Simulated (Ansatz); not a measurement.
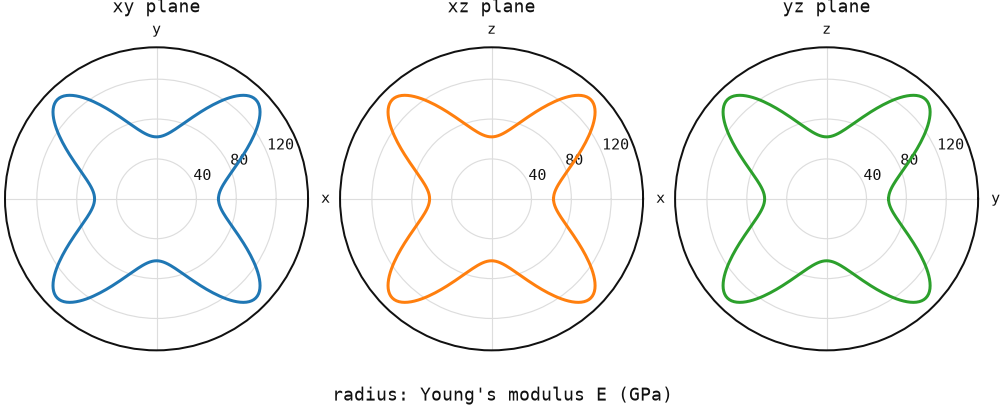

The figure shows the Young's modulus as a function of direction in the xy, xz and yz planes for AlCu₃, space group Pm-3m (No. 221).

Structure:
```yaml
crystal:
  lattice:
    - [3.63246, 0.00000, 0.00000]
    - [0.00000, 3.63246, 0.00000]
    - [0.00000, 0.00000, 3.63246]
  atoms:
    - { symbol: Al, position: [0.00000, 0.00000, 0.00000] }
    - { symbol: Cu, position: [0.50000, 0.50000, 0.00000] }
    - { symbol: Cu, position: [0.50000, 0.00000, 0.50000] }
    - { symbol: Cu, position: [0.00000, 0.50000, 0.50000] }
```

How it was computed, with Ansatz 0.2.0: elastic stress-strain coefficients at zero temperature from small strains of the given cell, Voigt order xx yy zz yz xz xy, Cartesian axes of the cell vectors; plane waves with PAW datasets, Γ-centred k mesh. Level: PBEsol, no spin polarisation.

wave cutoff 420 eV; k mesh 12×12×12; occupations Fermi–Dirac; smearing width 0.15 eV; ions relaxed; strain amplitude 0.005.

This calculation gives: bulk modulus 152.1 GPa, shear modulus 54.3 GPa, least Young's modulus over all directions 62.1 GPa and largest 243.2 GPa.

Now the level changes from PBEsol to LDA, and the cell is that level's own (11.56 against 11.98 Å³/atom). How do these quantities change?

The bulk modulus rises from 152.1 to 167.2 GPa (+10 %), the shear modulus rises from 54.3 to 57.8 GPa (+6.4 %), the least Young's modulus over all directions rises from 62.1 to 67.3 GPa (+8.4 %) and the largest rises from 243.2 to 258.2 GPa (+6.2 %).

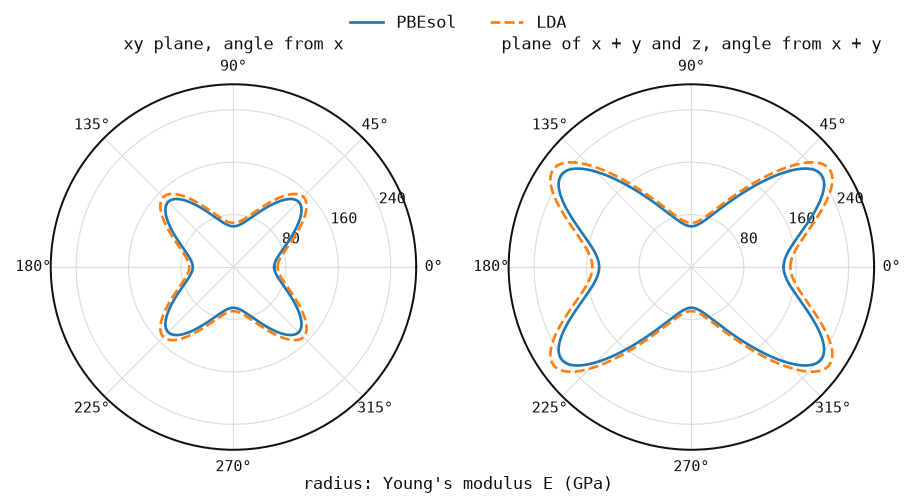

The two results together.

For both, limits of the calculation: metal sensitive to the k mesh.
